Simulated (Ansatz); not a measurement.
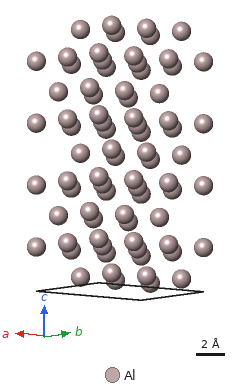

This is the input geometry for a constrained relaxation of a slab of composition Al (cut from the P6_3/mmc phase). A spheres-only model of the 3 × 2 repeat of the cell, outlined in the plane, without the vacuum, seen from a free direction.

Case: clean slab, lower half held. The slab is the (0 0 1) face of Al. 4 atoms are held fixed.

Computed with DFT PBEsol, scalar-relativistic, plane waves, PAW in Ansatz 0.2.0.

Input
```yaml
crystal:
  lattice:
    - [2.8362844918, 0.0, 0.0]
    - [-1.4181422459, 2.4562944222, 0.0]
    - [0.0, 0.0, 35.6442989108]
  atoms:
    - { symbol: Al, position: [0.3333333333, 0.6666666667, 0.2384673078] }
    - { symbol: Al, position: [0.0, 0.0, 0.3038504809] }
    - { symbol: Al, position: [0.6666666667, 0.3333333333, 0.3692336539] }
    - { symbol: Al, position: [0.0, 0.0, 0.434616827] }
    - { symbol: Al, position: [0.3333333333, 0.6666666667, 0.5] }
    - { symbol: Al, position: [0.0, 0.0, 0.565383173] }
    - { symbol: Al, position: [0.6666666667, 0.3333333333, 0.6307663461] }
    - { symbol: Al, position: [0.0, 0.0, 0.6961495191] }
    - { symbol: Al, position: [0.3333333333, 0.6666666667, 0.7615326922] }
basis:
  ecutwfc: 420
kpoints:
  mp_grid: { grid: [12, 12, 1] }
hamiltonian:
  xc: pbesol
scf:
  occupations: { method: gaussian, width: 0.1 }
output:
  forces: true
  eigenvalues: true
relax:
  adjacent_minimum: "off"
  f_tol: 0.03
  max_steps: 70
  constraints: [{ sites: [0, 1, 2, 3] }]
efield:
  axis: 3
  dipole_correction: true
  ramp_width: 0.04
```

Launched with:
```bash
ansatz run input.yaml --threads 1 --pin off --max-ram 2560MiB --backend cpu --events-out ev --progress --plain --runs-dir out
```

Question: What does the optimiser find from here?

Answer: The largest move is that of Al6, 0.040 Å along the normal (−c). The cell stays as it was. Near-neighbour distances that change, for instance: Al8–Al9 2.848 → 2.868 Å, Al4–Al5 2.848 → 2.832 Å, Al6–Al7 2.848 → 2.862 Å, Al7–Al8 2.848 → 2.844 Å. The energy falls by 1.7 meV per cell of the calculation in 1 geometry step. Largest force component: 0.079 eV/Å at the start, 0.012 eV/Å at the end.

Step by step:

| step | E − E(0), meV/atom | largest force component, eV/Å |
| --- | --- | --- |
| 0 | 0.00 | 0.0786 |
| 1 | -0.19 | 0.0121 |
